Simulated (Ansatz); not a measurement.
Structure (in its standard cell), the geometry relaxed with DFT, revPBE, plane waves (420 eV) with PAW, scalar-relativistic (Ansatz 0.2.0); the starting structure was generated, so it need not be a known form of this composition:

```
Hf
1.0
     2.94034    0.00000    0.00000
     0.00000    2.94034    0.00000
     0.00000    0.00000    2.94034
Hf
1
Direct
  0.00000 0.00000 0.00000
```

Question: Predict the [111] zone-axis pattern (200 kV, kinematic, B = 0.5 Å²).

Answer: The spots form a hexagonal net with both shortest vectors at d = 2.08 Å, 60.0° apart. They are -1 1 0 and -1 0 1. The pattern has symmetry 6mm. No reflection of this zone is absent.

Strongest reflections with d > 0.80 Å, one of each family (|F|² from tabulated Gaussian fits of the electron scattering factors, times a small damping for the curvature of the Ewald sphere):

```csv
hkl,d (Å),I (strongest = 100)
1 0 -1,2.079,100
2 -1 -1,1.200,33
2 0 -2,1.040,22
```

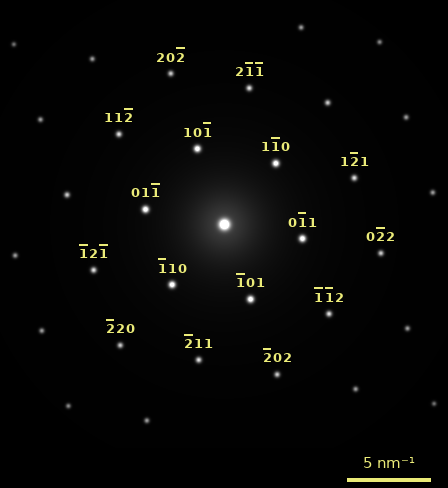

Calculated pattern, seen from the source side with [111] pointing towards the source.
